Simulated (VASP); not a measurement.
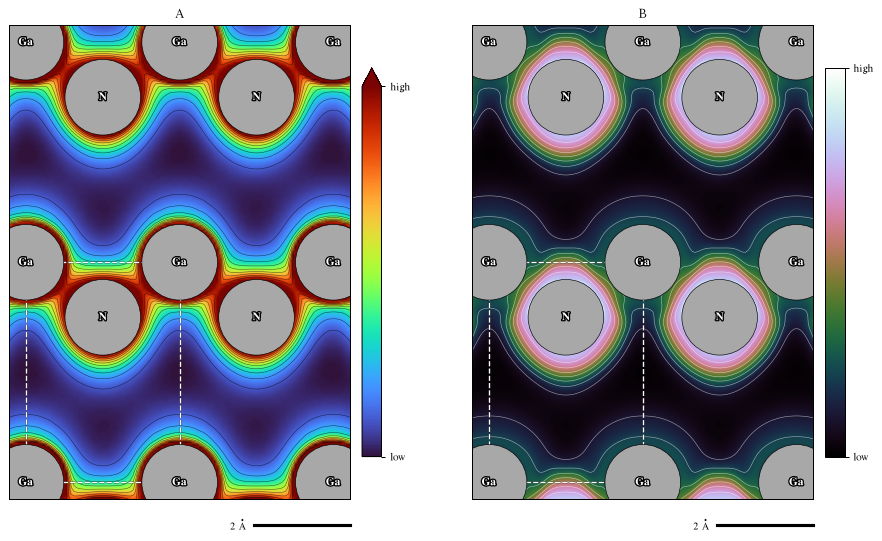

GaN: 2 fields on the (100) plane of the conventional cell, with unlabelled colour scales. Grey discs cover the atomic cores.

Space group I-4m2; a generated structure, not necessarily the stable one; changed on purpose from its base cell (uniaxial z strain +1.2%).

The calculation used VASP 6.6.1, Kohn-Sham DFT of a periodic cell, r2SCAN, VASP PAW PBE potentials, recommended.

```cif
data_structure
_symmetry_space_group_name_H-M 'P 1'
_symmetry_Int_Tables_number 1
_cell_length_a 3.1805
_cell_length_b 3.1805
_cell_length_c 4.5528
_cell_angle_alpha 90.000
_cell_angle_beta 90.000
_cell_angle_gamma 90.000
_cell_volume 46.05
loop_
_atom_site_label
_atom_site_type_symbol
_atom_site_fract_x
_atom_site_fract_y
_atom_site_fract_z
_atom_site_occupancy
Ga1 Ga 0.00000 0.00000 0.00000 1
Ga2 Ga 0.50000 0.50000 0.50000 1
N1 N 0.50000 0.00000 0.25000 1
N2 N 0.00000 0.50000 0.75000 1
```

Match the panels to the quantities (electron localisation function and valence pseudo-density).

Answer. Panel A: valence pseudo-density. Panel B: electron localisation function. From the grid: Ga–N (1.96 Å): the density is about 0.74 e/Å³ at the midpoint; the ELF peaks at about 0.85 in the valence shell of N, 0.7 Å from its nucleus, and is about 0.55 at the midpoint.
